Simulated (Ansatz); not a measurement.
**GaAs$_{3}$: density, localisation and related maps**

Input

```
crystal:
  lattice:
    - [4.9782336793, 0.0, 0.0]
    - [0.0, 4.9782336793, 0.0]
    - [0.0, 0.0, 4.9782336793]
  atoms:
    - { symbol: Ga, position: [0.5, 0.5, 0.5] }
    - { symbol: As, position: [0.0, 0.5, 0.5] }
    - { symbol: As, position: [0.5, 0.0, 0.5] }
    - { symbol: As, position: [0.5, 0.5, 0.0] }
basis:
  ecutwfc: 420
kpoints:
  mp_grid: { grid: [10, 10, 10] }
hamiltonian:
  xc: pbe
scf:
  occupations: { method: gaussian, width: 0.1 }
output:
  forces: true
  stress: true
  eigenvalues: true
  write_density: true
  write_potential: true
  elf: true
  volumetric_format: npy
relax:
  adjacent_minimum: "off"
  f_tol: 0.01
  max_steps: 80
  cell: { stress_tol: 0.05 }
```

Launched as:

```sh
ansatz run input.yaml --threads 1 --pin off --max-ram 2560MiB --backend cpu --events-out ev --progress --plain --runs-dir out
```

Below, planes, directions and counts refer to the conventional cell (a = 4.98 Å, b = 4.98 Å, c = 4.98 Å, α = 90.00°, β = 90.00°, γ = 90.00°).

Space group Pm-3m; a structure generated by program, which may or may not match a known phase.

The calculation used DFT PBE, scalar-relativistic, plane waves, PAW in Ansatz.

In a PAW calculation such maps are meaningful between the atoms, not at the nuclei.

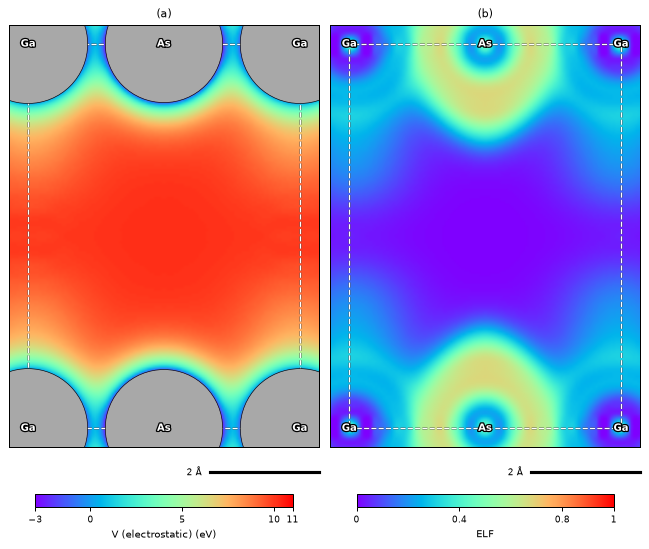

Figure 1. (a) electrostatic potential energy of an electron; (b) ELF on the (011) plane of the conventional cell. Grey discs cover the atomic cores in the potential map.

> What does the map show?

The plane passes through Ga and As nuclei.
Ga–As (2.49 Å): the ELF is about 0.55 at the midpoint.
The features right at Ga lie inside the PAW spheres, where the map follows smoothed inner orbitals and isn't to be read closely.
Outside the cores the potential energy rises away from the atoms and is highest about 3.5 Å from the nearest atoms; its zero is arbitrary.

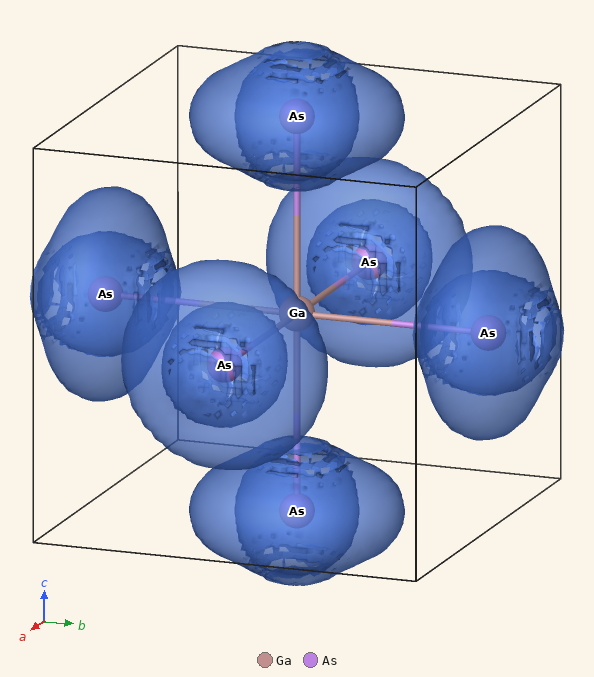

Figure 2. Isosurface of the electron localisation function at 0.65 (blue), seen slightly off an axis. Core shells and regions of very low density are left out. Sticks mark near contacts.

> What do the ELF domains correspond to?

The surface consists of three regions wrapped around As (the valence shell of each), counted in one cell of 4 atoms. Regions shared between cells count once.

> Does the calculation make it a metal, or give it a gap?

It is gapless in this calculation (a metal or semimetal).
